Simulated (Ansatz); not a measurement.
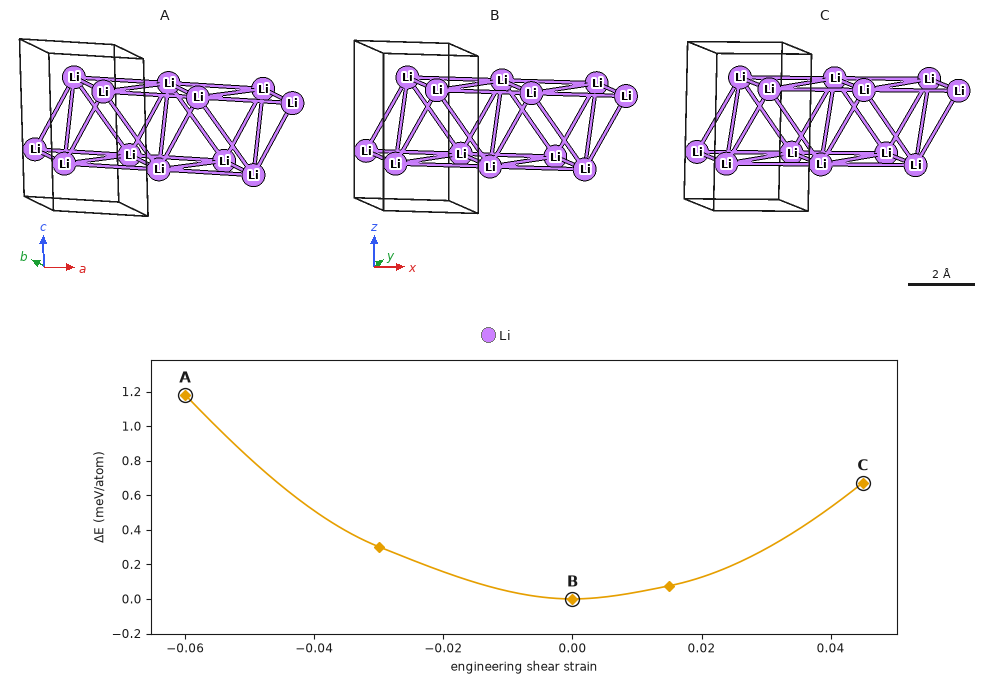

Crystalline Li (P6_3/mmc): the cell is strained in shear in the xz plane, with the atoms kept at their fractional coordinates. x, y and z are the Cartesian axes of the input. The lettered frames are marked on the plot. The picture is a ball-and-stick view of the cell of the calculation, repeated 3 × 2 × 1 with one cell outlined, seen slightly off an axis.

These are results of Ansatz, DFT PBE+D3(BJ), scalar-relativistic, plane waves, PAW, not measurements. Set-up: plane-wave cutoff 420 eV; k-point mesh 24 × 24 × 12; occupations gaussian; smearing width 0.15 eV; no spin polarisation. Energies (free energies at the smearing named) are counted from the relaxed crystal.

### Describe the profile.

The lowest computed point lies at the strain 0.00 (0.00 meV/atom). The distortion takes the space group from P6_3/mmc to C2/c. At the strain −0.06 the cell of the drawing goes a 2.953 → 2.954 Å, c 4.844 → 4.846 Å, α 90.0° → 88.3°, β 90.0° → 93.4°.
